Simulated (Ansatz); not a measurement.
# Single-point calculation, with input and output: RuS (part 2 of 2)

RuS (P-6m2, 4 atoms in the cell); DFT LDA+U, scalar-relativistic, plane waves, PAW, Ueff = 4 eV on Ru atom 1 d; Ueff = 4 eV on Ru atom 3 d, spin-polarised (Ansatz 0.2.0); cutoff 420 eV, 6×6×3 k-mesh, Gaussian smearing of 0.05 eV, collinear spins. The structure was built on a prototype by a generator; it need not be a known phase. It belongs to a series of runs on one base structure; here: ferromagnetic start, free, natural orbitals of the symmetric run filled by rank.

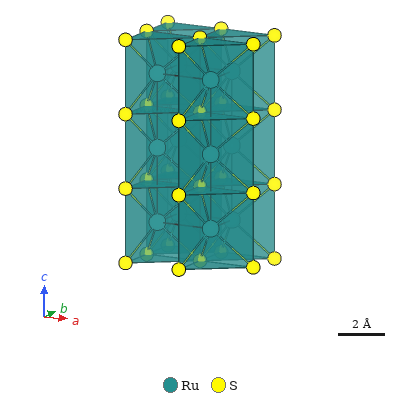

Figure 1. The structure as given in the input (polyhedral view of the cell of the calculation, seen slightly off an axis; polyhedra are completed across the faces of the cell). An atom can appear more than once, as a periodic image.

```
SCF converged after 34 iterations
Magnetization: 3.8909 μB (23.9454 up, 20.0546 down)
Absolute magnetization: 3.9016 μB (∫|ρ↑−ρ↓|, with the PAW one-centre terms)
Spin contamination: 0.0908 ħ² per cell (⟨S²⟩ above its minimum at these occupations)
Per-site moments (μB) at R_I (Å): [(1.6248993159664267, 1.050536625521251), (0.0832245033010764, 1.050536625521251), (1.6248993159664267, 1.050536625521251), (0.08322450330107642, 1.050536625521251)]
Free energy (F): -13247.386840 eV
Harris-Foulkes:  -13247.386840 eV  (|F-HF|=3.35e-9)
Internal energy: -13247.384379 eV  (E = F + TS)
E sigma→0 (E₀):  -13247.385610 eV
Entropy (-TS):   -0.002461 eV (-0.615 meV/atom)
Fermi energy:    13.937648 eV
--- Per-component energies (eV) ---
  E_band       = -322.837837
  E_kinetic    = 1242.224847
  E_local      = -3763.510716  (includes V_loc(G=0)·N_el)
  E_nonlocal   = 767.277638
  E_hartree    = 1281.529775
  E_xc         = -567.076339
  E_vxc        = -647.573014  (∫ρ·V_xc dr)
  E_hubbard    = 5.786383  (on-site DFT+U / exact-exchange correction)
  E_vhub       = -17.383263  (the Hubbard potential's part of the band-sum identity)
  E_paw        = -7824.842874  (= ΣΔE_a)
  E_vpaw       = -466.928960  (= ΣTr[D̂ρ^β])
  E_aug_tail   = -0.000454  (compensation charges beyond the density's cutoff)
  E_ewald      = -4390.222404
  E_core_change = 1.449765  (= ΣΔE_core)
  E_smearing   = -0.002461  (= −TS)
  E_closure    = 0.000000  (closes the sum)
  Σ components = -13247.386840   (vs F -13247.386840, Δ=0.00e0)
--- Specified on-site occupations, and those of the state reported ---
  electrons in the specified blocks: 11.8000 specified, 14.4781 found
  site 0 (l=d) ↓: largest change of an orbital's occupation 0.7711; electrons 1.0500 specified, 2.7350 found; spectral distance 1.0223
  site 2 (l=d) ↓: largest change of an orbital's occupation 0.7711; electrons 1.0500 specified, 2.7350 found; spectral distance 1.0223
  site 0 (l=d) ↑: largest change of an orbital's occupation 0.1415; electrons 4.8500 specified, 4.5041 found; spectral distance 0.2098
  site 2 (l=d) ↑: largest change of an orbital's occupation 0.1415; electrons 4.8500 specified, 4.5041 found; spectral distance 0.2098
--- Forces (eV/Å), atoms counted from 1 ---
  atom   1  Ru     0.00000000     0.00022729     0.00000000
  atom   2  S      0.00000000    -0.00024633     0.00000000
  atom   3  Ru     0.00000000     0.00022729     0.00000000
  atom   4  S      0.00000000    -0.00024633     0.00000000
  max |Σ_I F_I| component: 3.81e-5 eV/Å
--- Stress (GPa, compression-positive) ---
      -13.629111      -0.000000       0.000000
        0.000000     -13.628023       0.000000
        0.000000       0.000000     -16.783614
  P = ⅓ Tr σ = -14.6802 GPa (-146.802 kbar)
--- Band table (eV; the first three rows and the last of 52) ---
  k-point 0 ↑: bands = ["-58.5987", "-58.5970", "-29.4502", "-29.3718", "-28.3325", "-28.3321", "-28.3253", "-28.3249", "-1.3626", "-0.0675", "5.9592", "7.9608", "9.0203", "9.0203", "9.2687", "9.2691", "10.3326", "10.3326", "11.2630", "11.2635", "11.2730", "11.3798", "14.1160", "14.1161", "14.5933", "14.5933", "16.5510", "19.7623", "21.3019", "21.5097", "22.0364", "22.0365"]
  k-point 1 ↑: bands = ["-58.5976", "-58.5965", "-29.4316", "-29.3922", "-28.3307", "-28.3303", "-28.3271", "-28.3267", "-1.0948", "-0.4621", "6.6682", "7.7571", "9.1540", "9.1540", "9.3241", "9.3244", "10.3169", "10.3170", "10.7455", "10.8084", "10.8088", "10.8624", "14.4307", "14.4308", "14.7117", "14.7117", "17.5151", "18.8641", "22.3711", "22.3711", "22.4076", "22.6597"]
  k-point 2 ↑: bands = ["-58.5977", "-58.5947", "-29.4471", "-29.3694", "-28.3534", "-28.3453", "-28.3372", "-28.3299", "-1.0649", "-0.0038", "6.3294", "7.7095", "8.8284", "8.9053", "9.0040", "9.3236", "9.8515", "10.1021", "10.6910", "11.1756", "11.4668", "13.0820", "13.4010", "13.4620", "14.0765", "14.6485", "17.8445", "20.9867", "20.9888", "21.1355", "22.7799", "23.1576"]
  k-point 25 ↓: bands = ["-57.3821", "-57.3803", "-27.8249", "-27.7860", "-27.3295", "-27.3238", "-27.2871", "-27.2827", "0.3427", "0.6108", "7.5111", "7.7697", "8.4322", "9.2298", "9.4687", "9.7966", "11.9689", "12.0560", "13.3339", "13.8704", "14.5044", "14.9325", "14.9743", "15.4750", "16.2230", "16.4267", "18.8177", "20.7267", "21.2853", "21.3804", "21.9626", "23.3770"]
Occupation matrices written to [file]
--- Löwdin populations: 4 sites ---
  site symbol       q [e]    m [muB]
     0     Ru     15.7516     1.7911
     1      S      6.0843     0.1511
     2     Ru     15.7516     1.7911
     3      S      6.0843     0.1511
  spilling = 0.007461 (of n_electrons = 44.000000)
--- Occupation matrices: 2 shells (run DFT+U table (all-electron-ortho-atomic); ε = 8.23e-3) ---
  Ru0 d_4D: site group D3h (-6m2)
  Ru0 d_4D up     Tr n = 4.5041  λ = 0.829 0.829 0.928 0.928 0.991  [2× xz 0.50 E''(1.00) | 2× x2-y2 0.50 E'(1.00) | z2 1.00 A1'(1.00)]
  Ru0 d_4D dn     Tr n = 2.7350  λ = 0.268 0.443 0.443 0.791 0.791  [z2 1.00 A1'(1.00) | 2× xz 0.50 E''(1.00) | 2× x2-y2 0.50 E'(1.00)]
  specified occupation → Ru0 d_4D up: matrix, ‖Δ‖_F = 0.2098, Tr Δ = +0.3459, displaced = 0.1943, d_λ = 0.2098; orbital distance = 0.0000
  specified occupation → Ru0 d_4D dn: matrix, ‖Δ‖_F = 1.0223, Tr Δ = -1.6850, displaced = 1.0214, d_λ = 1.0223; orbital distance = 0.7071
  Ru2 d_4D: site group D3h (-6m2)
  Ru2 d_4D up     Tr n = 4.5041  λ = 0.829 0.829 0.928 0.928 0.991  [2× xz 0.50 E''(1.00) | 2× x2-y2 0.50 E'(1.00) | z2 1.00 A1'(1.00)]
  Ru2 d_4D dn     Tr n = 2.7350  λ = 0.268 0.443 0.443 0.791 0.791  [z2 1.00 A1'(1.00) | 2× xz 0.50 E''(1.00) | 2× x2-y2 0.50 E'(1.00)]
  specified occupation → Ru2 d_4D up: matrix, ‖Δ‖_F = 0.2098, Tr Δ = +0.3459, displaced = 0.1943, d_λ = 0.2098; orbital distance = 0.0000
  specified occupation → Ru2 d_4D dn: matrix, ‖Δ‖_F = 1.0223, Tr Δ = -1.6850, displaced = 1.0214, d_λ = 1.0223; orbital distance = 0.7071
  Tr n, λ and their labels are of the run-group-symmetrised matrices; stabiliser: 24 of 48 elements of G0×{1,Θ} (closed), max defect 2.6e-4 at τ = 1.7e-3
```

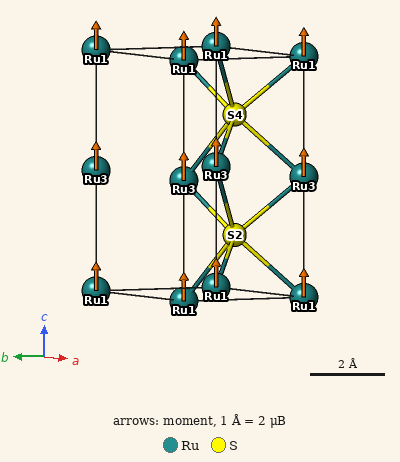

Figure 2. Magnetic moments of the sites as orange arrows (ball-and-stick view of the cell of the calculation, seen at an oblique angle; atoms are numbered from 1 in the order of the input); small moments hardly show. The run is collinear, so the axis drawn is arbitrary. Site moments: Ru1, Ru3 (1.62 μB); S2, S4 (0.08 μB). They are counted near the atoms and needn't add up to the moment of the cell.

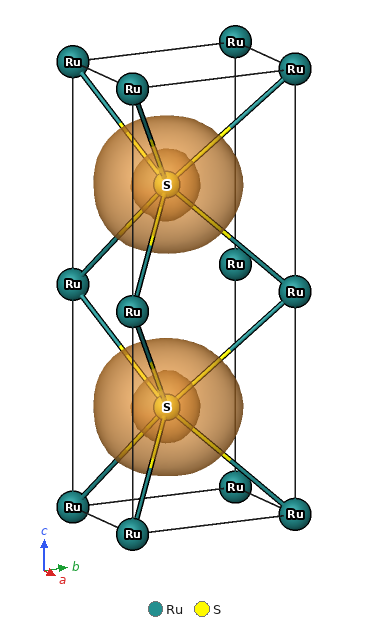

Figure 3. Isosurface of the ELF at 0.65 (orange), seen slightly off an axis. Core shells and regions of very low density are left out. Sticks mark near contacts. The outline is the calculation cell. Profiles from the grid: Ru–S (2.55 Å): the ELF peaks at about 0.85 in the valence shell of S, 0.8 Å from its nucleus, and drops to about 0.25 between the two atoms. In a PAW calculation such maps are meaningful between the atoms, not at the nuclei.

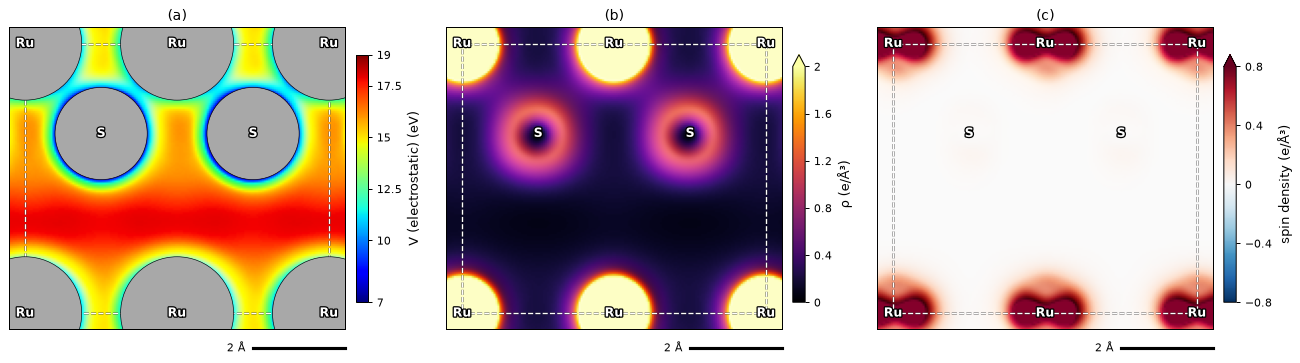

Figure 4. (a) electrostatic potential (local pseudopotential plus Hartree) felt by an electron; (b) valence pseudo-density; (c) magnetisation density (up minus down) on the (110) plane of the calculation cell. Grey discs, where drawn, cover atomic cores. The section cuts through Ru and S sites. Ru–S (2.55 Å): ρ is about 0.43 e/Å³ halfway. Away from the nuclei the density in this plane falls to 0.05 e/Å³ at its lowest. The cell of the calculation (4 atoms) carries 3.9 μB net. Outside the cores the potential energy rises away from the atoms and is highest about 2.1 Å from the nearest atoms; outside the discs it spans about 10 eV, and its zero is arbitrary.

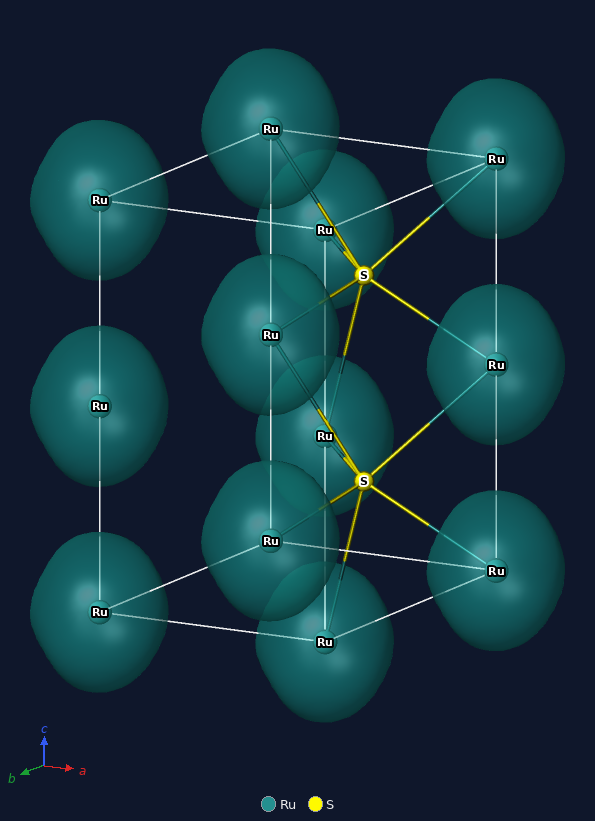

Figure 5. Isosurface of the spin density at +0.1 e/Å³ (teal), seen at an oblique angle. Sticks mark near contacts. The outline is the calculation cell. The cell of the calculation (4 atoms) carries 3.9 μB net.

This output came from the following input.

**Input**
```yaml
crystal:
  lattice:
    - [3.36896832, 0.0, 0.0]
    - [-1.68448416, 2.91761215, 0.0]
    - [0.0, 0.0, 6.57589234]
  atoms:
    - { symbol: Ru, position: [0.0, 0.0, 0.0], spin: 4.0 }
    - { symbol: S, position: [0.6666666667, 0.3333333333, 0.25] }
    - { symbol: Ru, position: [0.0, 0.0, 0.5], spin: 4.0 }
    - { symbol: S, position: [0.6666666667, 0.3333333333, 0.75] }
basis:
  ecutwfc: 420
  ecutrho_ratio: 4
kpoints:
  mp_grid: { grid: [6, 6, 3] }
hamiltonian:
  xc: lda
  hubbard:
    sites:
      - { site: 0, l: d, u_eff: 4.0, starting_ns: [{ spin: up, occupation_matrix: s0up }, { spin: down, occupation_matrix: s0down }] }
      - { site: 2, l: d, u_eff: 4.0, starting_ns: [{ spin: up, occupation_matrix: s2up }, { spin: down, occupation_matrix: s2down }] }
    occupation_matrices:
      s0up:
        matrix:
          - [0.97, 0.0, 0.0, 0.0, 0.0]
          - [0.0, 0.97, 0.0, 0.0, 0.0]
          - [0.0, 0.0, 0.97, 0.0, 0.0]
          - [0.0, 0.0, 0.0, 0.97, 0.0]
          - [0.0, 0.0, 0.0, 0.0, 0.97]
      s0down:
        matrix:
          - [0.02, 0.0, 0.0, 0.0, 0.0]
          - [0.0, 0.02, 0.0, 0.0, 0.0]
          - [0.0, 0.0, 0.02, 0.0, 0.0]
          - [0.0, 0.0, 0.0, 0.02, 0.0]
          - [0.0, 0.0, 0.0, 0.0, 0.97]
      s2up:
        matrix:
          - [0.97, 0.0, 0.0, 0.0, 0.0]
          - [0.0, 0.97, 0.0, 0.0, 0.0]
          - [0.0, 0.0, 0.97, 0.0, 0.0]
          - [0.0, 0.0, 0.0, 0.97, 0.0]
          - [0.0, 0.0, 0.0, 0.0, 0.97]
      s2down:
        matrix:
          - [0.02, 0.0, 0.0, 0.0, 0.0]
          - [0.0, 0.02, 0.0, 0.0, 0.0]
          - [0.0, 0.0, 0.02, 0.0, 0.0]
          - [0.0, 0.0, 0.0, 0.02, 0.0]
          - [0.0, 0.0, 0.0, 0.0, 0.97]
    ns_hold: { iters: 10 }
scf:
  occupations: { method: gaussian, width: 0.05 }
  lower_state_search: "off"
  max_iter: 150
output:
  forces: true
  stress: true
  eigenvalues: true
  populations: true
  hubbard: { sites: [{ site: 0, l: d }, { site: 2, l: d }] }
  write_density: true
  write_potential: true
  elf: true
  volumetric_format: npy
magnetization:
  spin_polarized: true
```

Launched with:
```bash
ansatz run input.yaml --threads 2 --pin off --max-ram 3072MiB --backend cpu --events-out ev --progress --plain --runs-dir out
```

**Summary**

```tsv
quantity	value
outcome	converged
space group (tolerance 0.01 Å)	P-6m2 (187)
electrons treated	44
free energy	−13247.3868 eV
Fermi energy	13.938 eV
gap on the k-point mesh	none (metallic)
net moment of the cell	3.89 μB
integrated absolute moment	3.90 μB
pressure	−14.68 GPa
largest force (length of the vector)	under 0.001 eV/Å
hardware	2 threads of Arm Neoverse V2, 112 GiB of memory available, shared host
wall time	19 s (CPU time 36 s)
peak memory	0.37 GiB
```

The program warns: the typed occupations were not kept; the occupation matrices lower the symmetry. The cell is under a tension of 14.7 GPa at this level, so it is not at its equilibrium volume.
